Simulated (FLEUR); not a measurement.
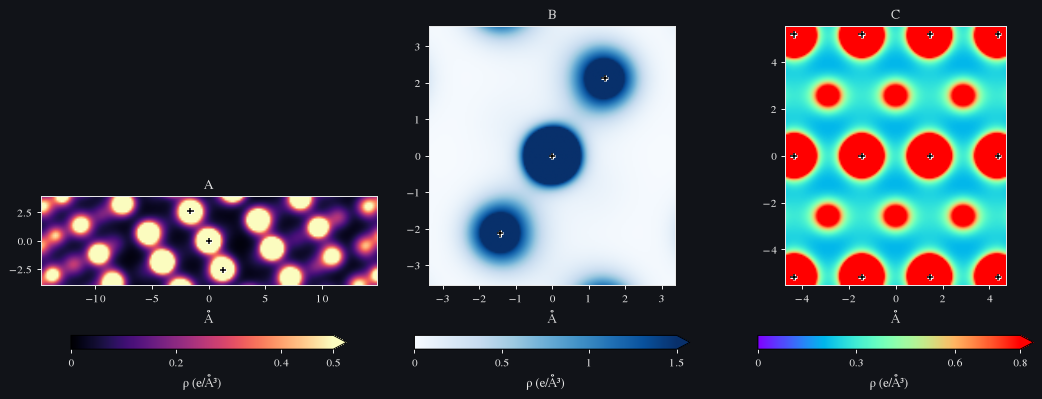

The total electron density of 3 systems, each on a plane through atoms (crosses mark nuclei in the plane).

Theory: FLEUR, Kohn-Sham DFT of a periodic cell, PBEsol, all-electron.

System 1: Ta, the (010) plane of the conventional cell. Space group P6₃/mmc; a structure from a database of computed crystals, not necessarily the ambient phase.

```xyz
2
Lattice="2.9004 0.0000 0.0000 -1.4502 2.5118 0.0000 0.0000 0.0000 5.1663" Properties=species:S:1:pos:R:3 pbc="T T T"
Ta    0.0000    1.6745    1.2916
Ta    1.4502    0.8373    3.8747
```

System 2: ZrS₂, the (110) plane of the conventional cell. Space group P-3m1; a structure from a database of computed crystals, not necessarily the ambient phase.

System 3: Bi₂Se₃, the (111) plane of the conventional cell. Space group R-3m.

**Match each panel to its system.**

Panel A is system 3, Bi₂Se₃: the plane holds Bi and Se. Bi–Se (2.85 Å): ρ at the midpoint is about 0.34 e/Å³. Panel B is system 2, ZrS₂: the plane holds Zr and S. Zr–S (2.57 Å): ρ is about 0.43 e/Å³ halfway. Panel C is system 1, Ta: the plane holds Ta. Ta–Ta (2.90 Å): ρ at the midpoint is about 0.31 e/Å³.
